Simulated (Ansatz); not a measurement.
# Residual resistivity of an alloy: Ta(100) with 4 layers of random Ta-Mo, 2x2

How strongly does chemical disorder scatter in Ta(100) with 4 layers of random Ta-Mo, 2x2?

Calculated with Ansatz 0.2.0; Ansatz plane-wave DFT, PBE, PAW files; ballistic transport by layer matching (Landauer), zero bias; PAW set soft_1.

## 1. Starting point

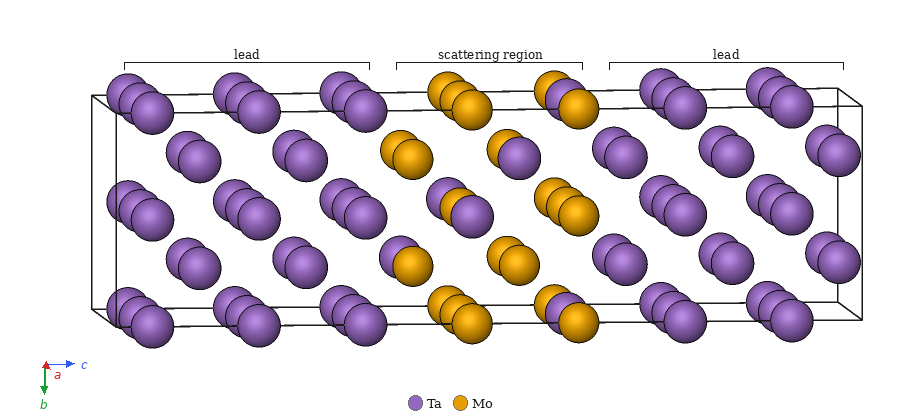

The cell as given, from the side, with the c axis across the page (tantalum purple, molybdenum orange). Some periodic images of atoms are drawn too.

The cell holds 56 atoms: 44 Ta and 12 Mo. Cell: a = 6.605 Å, b = 6.605 Å, c = 23.118 Å, α = 90.0°, β = 90.0°, γ = 90.0°. It derives from Ta. Regions: lead, 40 atoms (40 Ta); scattering region, 16 atoms (12 Mo and 4 Ta). The structure is stacked along c, and the current runs across the ab planes.

## 2. With 4 alloy layers

In 4 layers a share of 0.75 of the sites is given to Mo at random. The layers about the cell's end stay perfect and serve as the lead. Energies from -0.05 to 0.05 eV in steps of 0.05 eV are too few for the program's thermal sum, so it prints no conductance; for a metal the transmission near the Fermi level serves, at a fraction of the cost.

input.yaml

```yaml
crystal:
  lattice:
    - [6.60512, 0.0, 0.0]
    - [0.0, 6.60512, 0.0]
    - [0.0, 0.0, 23.11792]
  atoms:
    - { symbol: Ta, position: [0.0, 0.0, 0.0357142857] }
    - { symbol: Ta, position: [0.0, 0.5, 0.0357142857] }
    - { symbol: Ta, position: [0.5, 0.0, 0.0357142857] }
    - { symbol: Ta, position: [0.5, 0.5, 0.0357142857] }
    - { symbol: Ta, position: [0.25, 0.25, 0.1071428571] }
    - { symbol: Ta, position: [0.25, 0.75, 0.1071428571] }
    - { symbol: Ta, position: [0.75, 0.25, 0.1071428571] }
    - { symbol: Ta, position: [0.75, 0.75, 0.1071428571] }
    - { symbol: Ta, position: [0.0, 0.0, 0.1785714286] }
    - { symbol: Ta, position: [0.0, 0.5, 0.1785714286] }
    - { symbol: Ta, position: [0.5, 0.0, 0.1785714286] }
    - { symbol: Ta, position: [0.5, 0.5, 0.1785714286] }
    - { symbol: Ta, position: [0.25, 0.25, 0.25] }
    - { symbol: Ta, position: [0.25, 0.75, 0.25] }
    - { symbol: Ta, position: [0.75, 0.25, 0.25] }
    - { symbol: Ta, position: [0.75, 0.75, 0.25] }
    - { symbol: Ta, position: [0.0, 0.0, 0.3214285714] }
    - { symbol: Ta, position: [0.0, 0.5, 0.3214285714] }
    - { symbol: Ta, position: [0.5, 0.0, 0.3214285714] }
    - { symbol: Ta, position: [0.5, 0.5, 0.3214285714] }
    - { symbol: Mo, position: [0.25, 0.25, 0.3928571429] }
    - { symbol: Ta, position: [0.25, 0.75, 0.3928571429] }
    - { symbol: Mo, position: [0.75, 0.25, 0.3928571429] }
    - { symbol: Mo, position: [0.75, 0.75, 0.3928571429] }
    - { symbol: Mo, position: [0.0, 0.0, 0.4642857143] }
    - { symbol: Ta, position: [0.0, 0.5, 0.4642857143] }
    - { symbol: Mo, position: [0.5, 0.0, 0.4642857143] }
    - { symbol: Mo, position: [0.5, 0.5, 0.4642857143] }
    - { symbol: Mo, position: [0.25, 0.25, 0.5357142857] }
    - { symbol: Mo, position: [0.25, 0.75, 0.5357142857] }
    - { symbol: Ta, position: [0.75, 0.25, 0.5357142857] }
    - { symbol: Mo, position: [0.75, 0.75, 0.5357142857] }
    - { symbol: Mo, position: [0.0, 0.0, 0.6071428571] }
    - { symbol: Mo, position: [0.0, 0.5, 0.6071428571] }
    - { symbol: Ta, position: [0.5, 0.0, 0.6071428571] }
    - { symbol: Mo, position: [0.5, 0.5, 0.6071428571] }
    - { symbol: Ta, position: [0.25, 0.25, 0.6785714286] }
    - { symbol: Ta, position: [0.25, 0.75, 0.6785714286] }
    - { symbol: Ta, position: [0.75, 0.25, 0.6785714286] }
    - { symbol: Ta, position: [0.75, 0.75, 0.6785714286] }
    - { symbol: Ta, position: [0.0, 0.0, 0.75] }
    - { symbol: Ta, position: [0.0, 0.5, 0.75] }
    - { symbol: Ta, position: [0.5, 0.0, 0.75] }
    - { symbol: Ta, position: [0.5, 0.5, 0.75] }
    - { symbol: Ta, position: [0.25, 0.25, 0.8214285714] }
    - { symbol: Ta, position: [0.25, 0.75, 0.8214285714] }
    - { symbol: Ta, position: [0.75, 0.25, 0.8214285714] }
    - { symbol: Ta, position: [0.75, 0.75, 0.8214285714] }
    - { symbol: Ta, position: [0.0, 0.0, 0.8928571429] }
    - { symbol: Ta, position: [0.0, 0.5, 0.8928571429] }
    - { symbol: Ta, position: [0.5, 0.0, 0.8928571429] }
    - { symbol: Ta, position: [0.5, 0.5, 0.8928571429] }
    - { symbol: Ta, position: [0.25, 0.25, 0.9642857143] }
    - { symbol: Ta, position: [0.25, 0.75, 0.9642857143] }
    - { symbol: Ta, position: [0.75, 0.25, 0.9642857143] }
    - { symbol: Ta, position: [0.75, 0.75, 0.9642857143] }
kpoints:
  mp_grid: { grid: [4, 4, 1] }
hamiltonian:
  xc: pbe
  pseudopotentials: { kind: paw, azcp: { folder: soft_1 } }
scf:
  occupations: { method: fermi_dirac, width: 0.1 }
output:
  transmission: { leads: [[0, 4]], kmesh: [8, 8], e_range: [-0.05, 0.05], de: 0.05 }
  write_potential: true
  write_density: true
  volumetric_format: npy
```

Run with:

```console
> ansatz run input.yaml --threads 4 --pin off --max-ram 15360MiB --backend cpu --events-out ev --progress --plain --runs-dir out
```

Numbers of over 12 decimals in the logs are rounded to 6 here.

Log:

```text
Engine: ansatz 0.2.0, aarch64-unknown-linux-gnu
Pseudopotentials: kind: paw
Pseudopotential: Ta, paw, valence charge 13, recommended cutoff 420 eV (normal), soft_1/Ta.paw.azcp
Pseudopotential: Mo, paw, valence charge 14, recommended cutoff 420 eV (normal), soft_1/Mo.paw.azcp
Functional definition: PBE
  parameter kappa = 0.804
  parameter beta = 0.066725
  exchange = pbe_x(kappa = kappa, mu = beta*pi^2/3)
  correlation = pbe_c(beta = beta)
Crystal: 56 atoms, lattice volume = 1008.580 Å³
Basis set: ecut = 420 eV, 19677 PW (Γ)
Bands: 444, of which v1, the nominal top of the filled ones, is band 370 counted from 1 (369 counted from 0)
Symmetry: 4 space group operations
Space group: C2/m (ITA 12), of the structure as read, at distance tolerance 1.0e-4 Å
k-points: 7 of 16
Non-local potential: Ta, projectors of the file, l = 0: 3, l = 1: 2, l = 2: 2, l = 3: 1
Non-local potential: Mo, projectors of the file, l = 0: 3, l = 1: 2, l = 2: 2, l = 3: 1
PAW form: soft (Blöchl's): semilocal exchange-correlation on the pseudo side does not see the compensation charge
PAW one-centre angular grid: Ta, 590 points (default); XC on 64 Gauss nodes
PAW one-centre angular grid: Mo, 590 points (default); XC on 64 Gauss nodes
Initial density: superposition of atomic densities (chi_scale 0.1, normalization cell, long waves of neutral atoms (reshape's long-wave potential 14.26 eV rms, cloud 3.24 Å wide))
Initial wavefunctions: pseudopotential atomic-orbital guess
Functional: x = pbe(κ = 0.804, μ = 0.219515), c = pbe(β = 0.066725)
SCF iter   1: F=—  HF=-496717.562168 eV  |F-HF|=—  |Δ(HF+E_count)|=         —  Δρ=1.78e-1  dr2=9.53e3  ethr=3.10e-3  ⟨swp⟩=6.9  Hψ=13284  notcnv=0
preconditioner: auto → Kerker (q_TF=auto, 2.591 Å⁻¹)  [metal: Δε(μ)=0.012 eV  Ē_g=4.814 eV  σ=0.100 eV  W_gap=0.03  n_scr=294 (ndim 8)  ℏωp=20.0 eV  f_vac=0.000  D(μ)=40.21/eV (n_scr^D=318)]
SCF iter   2: F=—  HF=-496559.391231 eV  |F-HF|=—  |Δ(HF+E_count)|=    1.58e2  Δρ=7.27e-2  dr2=1.87e3  ethr=3.10e-3  ⟨swp⟩=13.0  Hψ=14202  notcnv=0  defer=4
SCF iter   3: F=—  HF=-496541.053592 eV  |F-HF|=—  |Δ(HF+E_count)|=    1.83e1  Δρ=4.22e-2  dr2=1.50e2  ethr=3.10e-3  ⟨swp⟩=12.0  Hψ=15928  notcnv=0  defer=101
SCF iter   4: F=—  HF=-496538.059183 eV  |F-HF|=—  |Δ(HF+E_count)|=    2.99e0  Δρ=1.86e-2  dr2=4.23e1  ethr=3.10e-3  ⟨swp⟩=17.7  Hψ=20419  notcnv=0  defer=43
SCF iter   5: F=—  HF=-496537.187539 eV  |F-HF|=—  |Δ(HF+E_count)|=   8.72e-1  Δρ=9.70e-3  dr2=1.21e1  ethr=3.10e-3  ⟨swp⟩=2.0  Hψ=3516  notcnv=0  defer=39
SCF iter   6: F=—  HF=-496536.906892 eV  |F-HF|=—  |Δ(HF+E_count)|=   2.81e-1  Δρ=2.48e-3  dr2=9.57e-1  ethr=1.63e-3  ⟨swp⟩=4.3  Hψ=4008  notcnv=0  defer=48
SCF iter   7: F=—  HF=-496536.896067 eV  |F-HF|=—  |Δ(HF+E_count)|=   1.08e-2  Δρ=5.79e-4  dr2=7.52e-2  ethr=1.29e-4  ⟨swp⟩=5.1  Hψ=4310  notcnv=0  defer=48
SCF iter   8: F=—  HF=-496536.896446 eV  |F-HF|=—  |Δ(HF+E_count)|=   3.80e-4  Δρ=1.71e-4  dr2=4.46e-3  ethr=1.02e-5  ⟨swp⟩=3.1  Hψ=3584  notcnv=0  defer=46
SCF iter   9: F=—  HF=-496536.896513 eV  |F-HF|=—  |Δ(HF+E_count)|=   6.69e-5  Δρ=1.70e-5  dr2=1.51e-5  ethr=6.03e-7  ⟨swp⟩=3.1  Hψ=3908  notcnv=0  defer=46
SCF iter  10: F=—  HF=-496536.895935 eV  |F-HF|=—  |Δ(HF+E_count)|=   5.78e-4  Δρ=6.19e-6  dr2=1.55e-6  ethr=2.04e-9  ⟨swp⟩=3.6  Hψ=4602  notcnv=0  defer=44
SCF iter  11: F=-496536.895935 eV  HF=-496536.895935 eV  |F-HF|=7.04e-8  |Δ(HF+E_count)|=   1.03e-7  Δρ=1.12e-6  dr2=7.33e-8  ethr=1.35e-11  ⟨swp⟩=16.7  Hψ=15659  notcnv=0
SCF 1 converged in 11 iterations: F = -496536.895935 eV  dr2 = 7.33e-8
  greatest PAW one-centre occupation: 0.999 electrons in one spin orbital (limit 2), on the Ta atom at site 38 (counted from 0), in its partial waves of l = 0
transmission: 90 of 882 steps passed
transmission: 180 of 882 steps passed
[...]
transmission: 882 of 882 steps passed
SCF converged after 11 iterations
Free energy (F): -496536.895935 eV
Harris-Foulkes:  -496536.895935 eV  (|F-HF|=7.04e-8)
Internal energy: -496534.987941 eV  (E = F + TS)
E sigma→0 (E₀):  -496535.941938 eV
Entropy (-TS):   -1.907995 eV (-34.071 meV/atom)
Fermi energy:    18.301554 eV
--- Per-component energies (eV) ---
  E_band       = -5792.324725
  E_kinetic    = 22315.263083
  E_local      = -35201.897764  (includes V_loc(G=0)·N_el)
  E_nonlocal   = 1294.857548
  E_hartree    = 12566.692587
  E_xc         = -16228.328171
  E_vxc        = -12887.793297  (∫ρ·V_xc dr)
  E_paw        = -403942.344428  (= ΣΔE_a)
  E_vpaw       = -6446.161470  (= ΣTr[D̂ρ^β])
  E_aug_tail   = 0.004772  (compensation charges beyond the density's cutoff)
  E_ewald      = -77339.235568
  E_smearing   = -1.907995  (= −TS)
  E_closure    = 0.000000  (closes the sum)
  Σ components = -496536.895935   (vs F -496536.895935, Δ=0.00e0)
--- Band table (eV; the first three rows and the last of 7) ---
  k-point 0: bands = [... 366 lower, 18.9738, 19.0063, 19.0108, 19.0109, 19.0112, 19.0953, 19.0966, 19.1039, ... 70 higher]
  k-point 1: bands = [... 366 lower, 18.5808, 18.5882, 18.6541, 18.6713, 18.7051, 18.7085, 18.7403, 18.7567, ... 70 higher]
  k-point 2: bands = [... 366 lower, 18.1786, 18.1814, 18.1915, 18.1943, 18.2396, 18.2465, 18.3465, 18.3481, ... 70 higher]
  k-point 6: bands = [... 366 lower, 17.6387, 17.6441, 17.6615, 17.6647, 17.6657, 17.6676, 17.6701, 17.6709, ... 70 higher]
--- Transmission ---
  basis      : 377 plane waves across, 42 finite elements along
  points     : 21, standing for a mesh of 8 x 8
  energies   : 3 from -0.050000 to 0.050000 eV about the Fermi level, 0.050000 eV apart; the leads are filled to 0.000000 eV, and channels, transmission and decay are at 0.000000 eV
  crystal 0  : Ta4, at the sites [0, 4], period 1.6513 Å, over 16.51 Å; its Hamiltonian steps by up to 3.6 meV
    offset         : up to 0.0000 Å between an atom of the period and one for which it stands
    channels       : 1.048438e1 a spin
    conductance    : none, the energies end too early or step too widely for 300 K: set another output.transmission.e_range or a lower de, or, where they end at an eighth of basis.ecutwfc, a higher one
  junction   : crystal 0 to crystal 0, 0.70 to 22.16 Å
    transmission   : 5.804702e0 a spin
    conductance    : none, the energies end too early or step too widely for 300 K: set another output.transmission.e_range or a lower de, or, where they end at an eighth of basis.ecutwfc, a higher one
```

It took 13 min on 4 threads of Arm Neoverse V1, shared host; peak memory 8.4 GiB; 44 min of CPU time.

Reading the cycles: dr2 is the Hartree energy of the density residual (eV), the measure of convergence; HF is the Harris–Foulkes estimate of the energy, which meets the free energy F at convergence.

This step gave:

| Quantity | Value |
| --- | --- |
| free energy | -496536.8959 eV |
| energy at zero smearing | -496535.9419 eV |
| Fermi energy | 18.30 eV |
| cell area | 43.63 Å² |
| transmission per spin nearest the Fermi level | 5.805 |
| open channels per spin nearest the Fermi level | 10.48 |
| step of the lead's potential | 3.6 meV |

Per spin. Table of transmission, zone mean by energy, zero at the Fermi level:

```
energy (eV)  transmission, zone mean
    -0.0500                     5.95
     0.0000                     5.80
     0.0500                     5.59
```

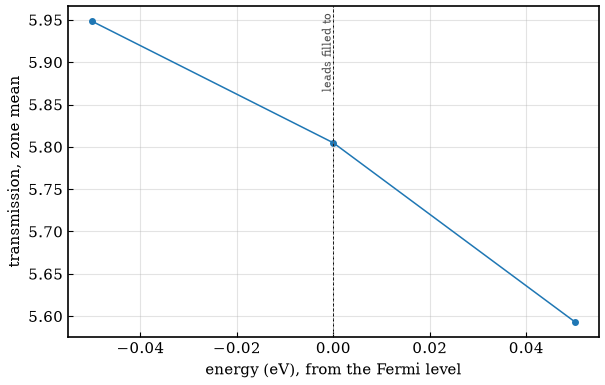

Transmission, zone mean against energy.

Per spin. Table of open channels, zone mean, lead by energy, zero at the Fermi level:

```
energy (eV)  open channels, zone mean, lead
    -0.0500                            10.3
     0.0000                            10.5
     0.0500                            9.86
```

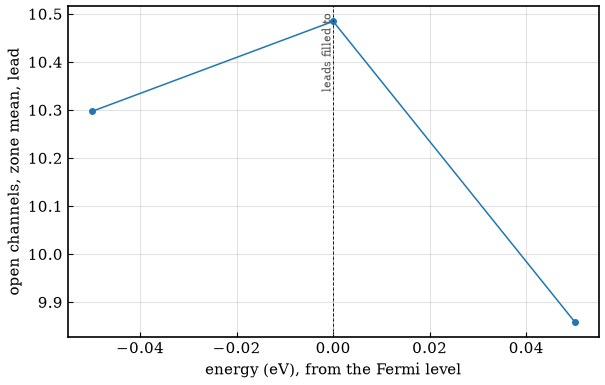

Open channels, zone mean, lead, plotted against energy.

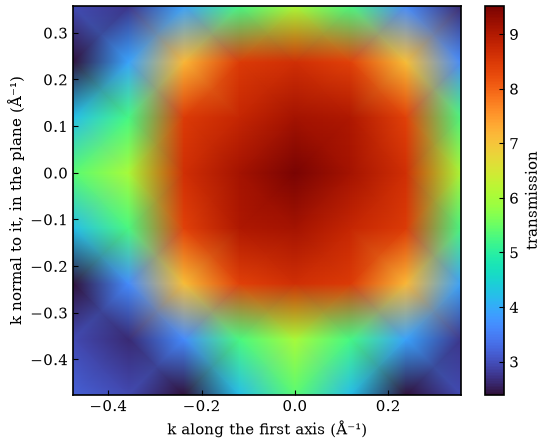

Transmission over k1 and k2. At 0.0000 eV from the Fermi level.

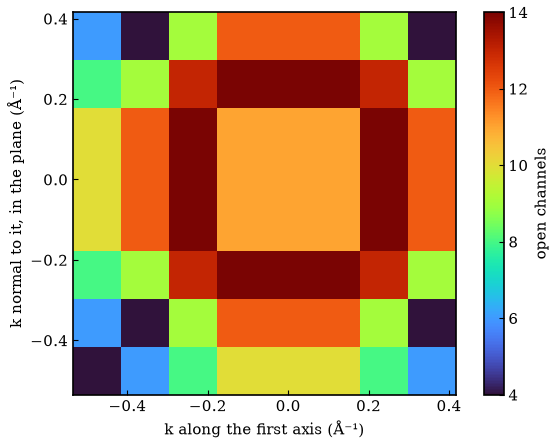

Open channels over k1 and k2. At 0.0000 eV from the Fermi level.

Over the solved energies the transmission per spin lies between 5.59 and 5.95, out of 10.2 channels of the lead on average (up to 10.5).

(Continued in part 2 of 2.)

[Logs are printed without paths, hosts, clocks, repeated set-up lines and the standing remarks that a program may print on its own settings, such as how far it seeks lower states.]

[Hosts, paths, dates, database ids (printed as entryN), source tags and the programs' standing remarks are cut or masked in the printed files.]
